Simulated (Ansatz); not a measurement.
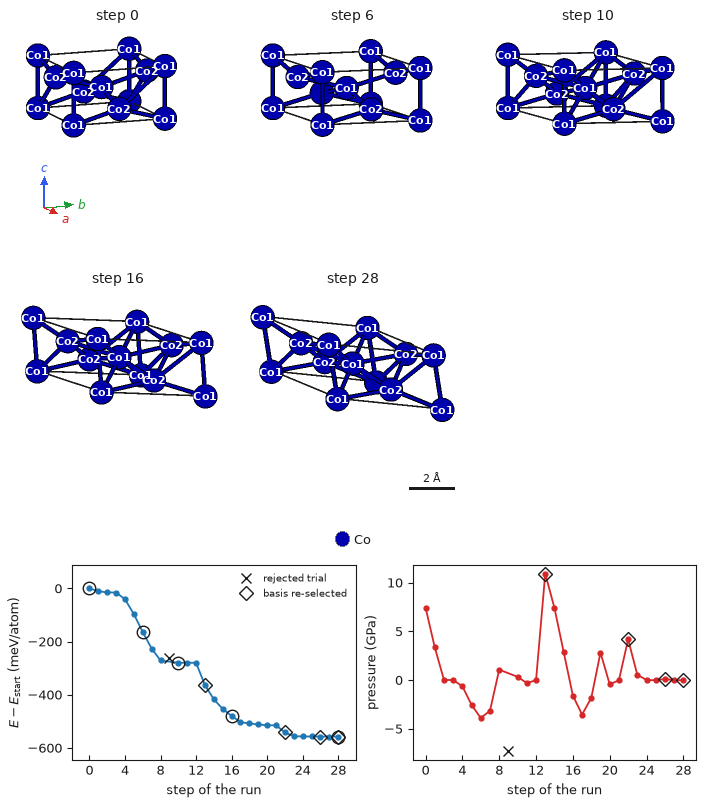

Frames of a relaxation of solid Co (a generated structure, set up in I4_1/amd), marked on the history of the run. Style: ball-and-stick. Shown: the conventional cell (2 times the calculation's cell), slightly off an axis. Lengths and directions refer to the drawn axes.

Phase: beta-Sn type.

The calculation used Ansatz, DFT, PBE, plane waves (420 eV) with PAW, scalar-relativistic. Settings: plane-wave cutoff 420 eV; k-point mesh 15 × 15 × 10; occupations fermi dirac; smearing width 0.05 eV; collinear spin; cell and atoms relaxed; force threshold 0.01 eV/Å; at most 60 steps.

What happens along the run?

The largest moves relative to the cell, 0.18 Å, are those of Co1 and Co2. Co2 goes along [−1 1 0]. Cell: a = b 4.400 → 4.744 Å (+7.8 %), c 2.402 → 2.494 Å (+3.8 %), α 90.0° → 105.3°, β 90.0° → 105.3°, γ 90.0° → 54.2°. Volume −6.5 %. Among the contacts that change: Co1–Co1 3.335 → 2.494 Å, Co1–Co2 2.844 → 2.479 Å, Co1–Co2 (another image) 2.280 → 2.478 Å, Co1–Co1 (another image) 2.402 → 2.494 Å. New bonds form: Co1–Co1 (3.34 → 2.49 Å), Co2–Co2 (3.34 → 2.49 Å). The space group (tolerance 0.01 Å) goes from I4_1/amd (No. 141) to P6_3/mmc (No. 194). The energy falls by 557 meV per atom in 23 accepted moves (28 points after the start). Largest force component: 0.00025 eV/Å at the start, 0.00043 eV/Å at the end. The pressure goes from 7.45 to −0.01 GPa. The line search rejected the trial step at point 9 of the run. The SCF was repeated 4 times at an unchanged geometry on a basis and grid sized afresh for the cell, which shifted the energy by 83.9 meV per atom at most. The run took 27 min on 1 thread of Intel(R) Xeon(R) Platinum 8259CL CPU @ 2.50GHz (Skylake/Cascade Lake), with other jobs on the host, peak memory 0.87 GiB. From step 0 to 6: volume +0.7 %, energy −164 meV per atom. From step 6 to 10: volume −8.5 %, energy −116 meV per atom. From step 10 to 16: Co atoms move most (0.07 Å), volume +2.6 %, energy −200 meV per atom. From step 16 to 28: Co atoms move most (0.11 Å), volume −1.1 %, energy −77.9 meV per atom.
